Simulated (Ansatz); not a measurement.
## Single-point calculation of PbO2 (part 1 of 2)

The run: single-point calculation of PbO2 (6 atoms in the cell). Method and program: DFT, r2SCAN with spin-orbit coupling, plane waves, PAW (Ansatz 0.2.0).

The structure was built on a prototype by a generator. The geometry comes from this level: r2SCAN (a point of a series of strains). It belongs to a series of runs on one base structure; here: hydrostatic strain -2.0%.

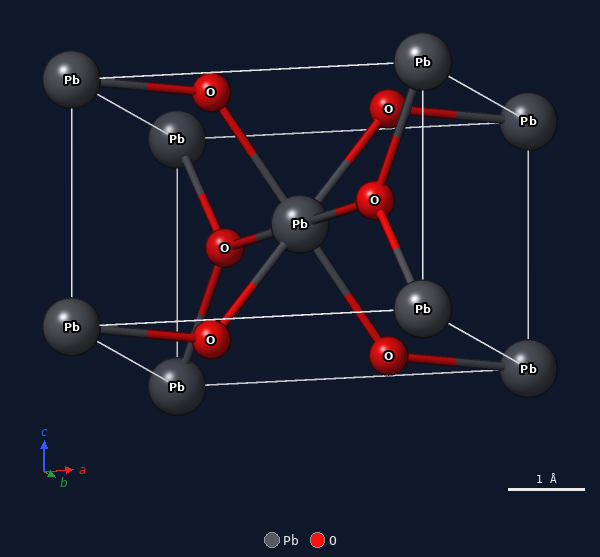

*The input geometry (ball-and-stick view of the cell of the calculation, seen at an oblique angle). An atom can appear more than once, as a periodic image.*

Near neighbours in the periodic cell (some may lie outside the picture): Pb has 6 O at 2.11 to 2.14 Å; O has 3 Pb at 2.11 to 2.14 Å.

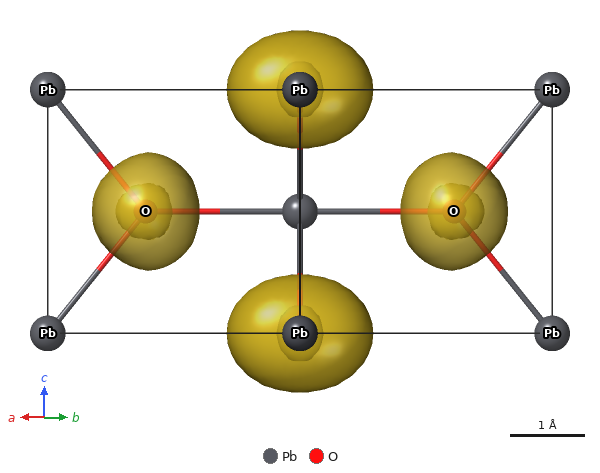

*Isosurface of the ELF at 0.7 (yellow), seen along [110]. Only the valence region is drawn (cores and ρ < 0.01 e/Å³ removed). Sticks mark near contacts. The outline is the cell set on symmetry axes.*

Values along the shortest contacts: Pb–O (2.11 Å): the ELF peaks at about 0.80 in the valence shell of O, 0.6 Å from its nucleus, and drops to about 0.25 between the two atoms. The fields are those of the smooth PAW valence density.

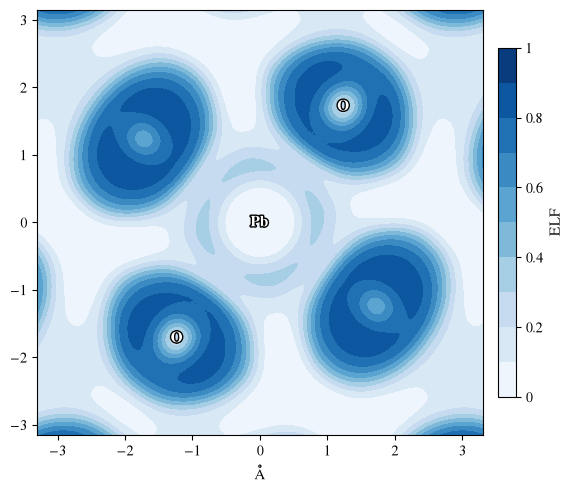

*ELF on the (111) plane of the conventional cell.*

Atoms in the plane: Pb and O. Pb–O (2.11 Å): the ELF peaks at about 0.80 in the valence shell of O, 0.6 Å from its nucleus, and drops to about 0.25 between the two atoms.

The input that produced these results follows, with the program's output.

### The input
```yaml
crystal:
  lattice:
    - [4.8841691594, 0.0, 0.0]
    - [0.0, 4.8841691594, 0.0]
    - [0.0, 0.0, 3.339469857]
  atoms:
    - { symbol: Pb, position: [0.0, 0.0, 0.0] }
    - { symbol: Pb, position: [0.5, 0.5, 0.5] }
    - { symbol: O, position: [0.3060607995, 0.3060607995, 0.0] }
    - { symbol: O, position: [0.1939392005, 0.8060607995, 0.5] }
    - { symbol: O, position: [0.8060607995, 0.1939392005, 0.5] }
    - { symbol: O, position: [0.6939392005, 0.6939392005, 0.0] }
kpoints:
  mp_grid: { grid: [6, 6, 8] }
  band_path:
    path:
      - [0.0, 0.0, 0.0]
      - [0.0, 0.5, 0.0]
      - [0.5, 0.5, 0.0]
      - [0.0, 0.0, 0.5]
      - [0.0, 0.5, 0.5]
      - [0.5, 0.5, 0.5]
      - [-0.003825, -0.003825, 0.072917]
      - [-0.078776, -0.078776, -0.014974]
    npoints: 1
hamiltonian:
  xc: r2scan
scf:
  occupations: { method: fermi_dirac, width: 0.02 }
  n_extra_bands: 10
magnetization:
  noncollinear: true
  spin_orbit: true
output:
  forces: true
  stress: true
  eigenvalues: true
  write_density: true
  write_potential: true
  elf: true
  volumetric_format: npy
```

### Log
```
scf.n_extra_bands = 10 over 52 filled bands (N_el = 52.0): the run solves 62 bands
Engine: ansatz 0.2.0, x86_64-unknown-linux-gnu
Pseudopotentials: kind: paw_fr
Pseudopotential: Pb, paw_fr, valence charge 14, recommended cutoff 500 eV (meta_gga), Pb.paw.azcp#standard-fr
Pseudopotential: O, paw_fr, valence charge 6, recommended cutoff 500 eV (meta_gga), O.paw.azcp#standard-fr
Functional definition: r2SCAN
  parameter k0 = 0.174
  parameter k1 = 0.065
  parameter a1 = 4.9479
  exchange = r2scan_x(k0 = k0, k1 = k1, a1 = a1)
  correlation = r2scan_c
non-collinear run that drives no moment, with spin-orbit: no starting moment large enough to seed its density (crystal.atoms[].spin), no starting occupations that ask for one, no magnetisation constraint and no magnetic field, so the semilocal B_xc is pinned to zero
Crystal: 6 atoms, lattice volume = 79.663 Å³
Basis set: ecut = 500 eV, 2005 PW (Γ), exchange–correlation on 144×144×100 points (64 copies of the dense FFT grid, shifted against one another)
Bands: 62, of which v1, the nominal top of the filled ones, is band 52 counted from 1 (51 counted from 0)
Symmetry: 16 space group operations + 16 with time reversal
Magnetic group: BNS 136.496 (UNI 1156), of the structure as read, at distance tolerance 4.3e-5 Å
k-points: 50 of 288
Projection manifold: j_resolved (fully-relativistic pseudo-atomic orbitals)
Non-local potential: Pb, projectors of the file, l = 0: 2, l = 1: 4, l = 2: 4, l = 3: 4
Non-local potential: O, projectors of the file, l = 0: 2, l = 1: 4, l = 2: 2
PAW form: soft (Blöchl's): semilocal exchange-correlation on the pseudo side does not see the compensation charge
PAW frozen core: Pb, regenerated for the run's functional (the file was generated under x = pbe(κ = 0.804, μ = 0.2195149727645171), c = pbe(β = 0.06672455060314922))
PAW frozen core: O, regenerated for the run's functional (the file was generated under x = pbe(κ = 0.804, μ = 0.2195149727645171), c = pbe(β = 0.06672455060314922))
PAW one-centre angular grid: Pb, 590 points (default); XC on 303 of its mesh's 2897 points in the sphere
PAW one-centre angular grid: O, 302 points (default); XC on 160 Gauss nodes
Initial density: superposition of atomic densities (chi_scale 0.1, normalization cell, long waves kept (reshape's long-wave potential 0.00 eV rms))
Initial wavefunctions: pseudopotential atomic-orbital guess
Functional: x = r2scan, c = r2scan; τ floored in thin density (d = 2e-4 eV/Å³)
SCF iter   1: F=—  HF=-26044.941622 eV  |F-HF|=—  |Δ(HF+E_count)|=         —  Δρ=9.50e-2  dr2=5.86e0  dr2_τ=1.64e-1  dr2_m=0.00e0 (ungated)  ethr=3.10e-3  |M|=0.00e0 ∫|m|=0.00e0 μB  |m|>n=0.0e0 m-floor=0.0e0 τ_xc=0.0e0  β_m=0.30  ⟨swp⟩=7.6  Hψ=8553  notcnv=0
preconditioner: auto → Resta (q_TF=auto, 2.541 Å⁻¹)  ε∞=4.1  [insulator: Δε(μ)=0.278 eV  Ē_g=17.080 eV  σ=0.020 eV  W_gap=1.00  n_scr=18 (ndim 8)  ℏωp=30.0 eV  f_vac=0.000  D(μ)=0.00/eV (n_scr^D=0)  ε∞_Penn≈4.1]
spin=Noncollinear: Resta preconditioning applied to the charge; magnetization (m_x, m_y, m_z) channels mix plain (no charge-response kernel on spin).
SCF iter   2: F=—  HF=-26044.081274 eV  |F-HF|=—  |Δ(HF+E_count)|=   8.60e-1  Δρ=5.91e-2  dr2=1.94e0  dr2_τ=1.75e-2  dr2_m=0.00e0 (ungated)  ethr=3.10e-3  |M|=0.00e0 ∫|m|=0.00e0 μB  |m|>n=0.0e0 m-floor=0.0e0 τ_xc=0.0e0  β_m=0.49  ⟨swp⟩=3.0  Hψ=2816  notcnv=0  defer=264
SCF iter   3: F=—  HF=-26043.938018 eV  |F-HF|=—  |Δ(HF+E_count)|=   1.43e-1  Δρ=1.99e-2  dr2=1.86e-1  dr2_τ=3.99e-3  dr2_m=0.00e0 (ungated)  ethr=3.10e-3  |M|=0.00e0 ∫|m|=0.00e0 μB  |m|>n=0.0e0 m-floor=0.0e0 τ_xc=0.0e0  β_m=0.62  ⟨swp⟩=2.4  Hψ=2076  notcnv=0  defer=264
SCF iter   4: F=—  HF=-26043.931049 eV  |F-HF|=—  |Δ(HF+E_count)|=   6.97e-3  Δρ=3.92e-3  dr2=5.81e-3  dr2_τ=2.23e-4  dr2_m=0.00e0 (ungated)  ethr=3.58e-4  |M|=0.00e0 ∫|m|=0.00e0 μB  |m|>n=0.0e0 m-floor=0.0e0 τ_xc=0.0e0  β_m=0.81  ⟨swp⟩=3.8  Hψ=3240  notcnv=0  defer=264
SCF iter   5: F=—  HF=-26043.936104 eV  |F-HF|=—  |Δ(HF+E_count)|=   5.05e-3  Δρ=1.02e-3  dr2=7.32e-4  dr2_τ=1.99e-5  dr2_m=0.00e0 (ungated)  ethr=1.12e-5  |M|=0.00e0 ∫|m|=0.00e0 μB  |m|>n=0.0e0 m-floor=0.0e0 τ_xc=0.0e0  β_m=0.84  ⟨swp⟩=3.4  Hψ=3288  notcnv=0  defer=264
SCF iter   6: F=—  HF=-26043.936107 eV  |F-HF|=—  |Δ(HF+E_count)|=   2.88e-6  Δρ=1.58e-4  dr2=1.86e-5  dr2_τ=2.04e-7  dr2_m=0.00e0 (ungated)  ethr=1.41e-6  |M|=0.00e0 ∫|m|=0.00e0 μB  |m|>n=0.0e0 m-floor=0.0e0 τ_xc=0.0e0  β_m=0.90  ⟨swp⟩=2.9  Hψ=3055  notcnv=0  defer=264
SCF iter   7: F=—  HF=-26043.936069 eV  |F-HF|=—  |Δ(HF+E_count)|=   3.72e-5  Δρ=3.34e-5  dr2=7.85e-7  dr2_τ=1.04e-8  dr2_m=0.00e0 (ungated)  ethr=3.59e-8  |M|=0.00e0 ∫|m|=0.00e0 μB  |m|>n=0.0e0 m-floor=0.0e0 τ_xc=0.0e0  β_m=0.95  ⟨swp⟩=2.9  Hψ=2977  notcnv=0  defer=264
SCF iter   8: F=-26043.936070 eV  HF=-26043.936070 eV  |F-HF|=4.74e-9  |Δ(HF+E_count)|=   2.34e-7  Δρ=6.69e-6  dr2=2.81e-8  dr2_τ=3.52e-10  dr2_m=0.00e0 (ungated)  ethr=1.92e-10  |M|=0.00e0 ∫|m|=0.00e0 μB  |m|>n=0.0e0 m-floor=0.0e0 τ_xc=0.0e0  ⟨swp⟩=23.2  Hψ=16661  notcnv=0
SCF 1 converged in 8 iterations: F = -26043.936070 eV  dr2 = 2.81e-8
  Residual-converged pass: ⟨swp⟩=3.0  Hψ=2797  notcnv=0  max |occ|·‖R‖ = 6.3e-9 eV (tolerance 1.0e-8 eV)  dr2=2.81e-8  dr2_τ=3.52e-10  dr2_m=0.00e0 (ungated)  dr2_onsite=5.17e-9  max |Δocc| = 8.0e-11
  greatest PAW one-centre occupation: 0.986 electrons in one spin orbital (limit 2), on the Pb atom at site 1 (counted from 0), in its partial waves of l = 2
NSCF: frozen V_eff on 8 k-points
SCF converged after 8 iterations
Magnetization: |M| = 0.0000 μB,  M = (+0.0000, +0.0000, +0.0000) μB
Absolute magnetization: 0.0000 μB (∫|m|)
  site 0: m = (+0.0000, +0.0000, +0.0000) μB, |m| = 0.0000 μB  (R = 0.87 Å)
  site 1: m = (+0.0000, +0.0000, +0.0000) μB, |m| = 0.0000 μB  (R = 0.87 Å)
  site 2: m = (+0.0000, +0.0000, +0.0000) μB, |m| = 0.0000 μB  (R = 0.87 Å)
  site 3: m = (+0.0000, +0.0000, +0.0000) μB, |m| = 0.0000 μB  (R = 0.87 Å)
  site 4: m = (+0.0000, +0.0000, +0.0000) μB, |m| = 0.0000 μB  (R = 0.87 Å)
  site 5: m = (+0.0000, +0.0000, +0.0000) μB, |m| = 0.0000 μB  (R = 0.87 Å)
Free energy (F): -26043.936070 eV
Harris-Foulkes:  -26043.936070 eV  (|F-HF|=4.74e-9)
Internal energy: -26043.935713 eV  (E = F + TS)
E sigma→0 (E₀):  -26043.935891 eV
Entropy (-TS):   -0.000357 eV (-0.060 meV/atom)
Fermi energy:    8.424907 eV
--- Per-component energies (eV) ---
  E_band       = -77.304507
  E_kinetic    = 1293.515981
  E_local      = -3318.203923  (includes V_loc(G=0)·N_el)
  E_nonlocal   = 908.033222
  E_hartree    = 1287.733492
  E_xc         = -698.168832
  E_vxc        = -697.340486  (∫ρ·V_xc dr)
  E_paw        = -21474.948567  (= ΣΔE_a)
  E_vpaw       = -885.438704  (= ΣTr[D̂ρ^β])
  E_aug_tail   = 0.004074  (compensation charges beyond the density's cutoff)
  E_vtau       = 46.656871  (kinetic-family band-sum trace: ∫τ·v_τ [+ j·A + Jᵃ·Aᵃ] dr)
  E_ewald      = -4043.646322
  E_core_change = 1.745161  (= ΣΔE_core)
  E_smearing   = -0.000357  (= −TS)
  E_closure    = 0.000000  (closes the sum)
  Σ components = -26043.936070   (vs F -26043.936070, Δ=0.00e0)
--- Forces (eV/Å), atoms counted from 1 ---
  atom   1  Pb     0.00000000    -0.00000000     0.00000000
  atom   2  Pb     0.00000000     0.00000000     0.00000000
  atom   3  O      0.00796528     0.00796528     0.00000000
  atom   4  O     -0.00796528     0.00796528     0.00000000
  atom   5  O      0.00796528    -0.00796528     0.00000000
  atom   6  O     -0.00796528    -0.00796528     0.00000000
  max |Σ_I F_I| component: 6.94e-18 eV/Å
--- Stress (GPa, compression-positive) ---
        9.102069       0.000000       0.000000
        0.000000       9.102069       0.000000
        0.000000       0.000000      11.758634
  P = ⅓ Tr σ = 9.9876 GPa (99.876 kbar)
--- Band table (eV; the first three rows and the last of 50) ---
```
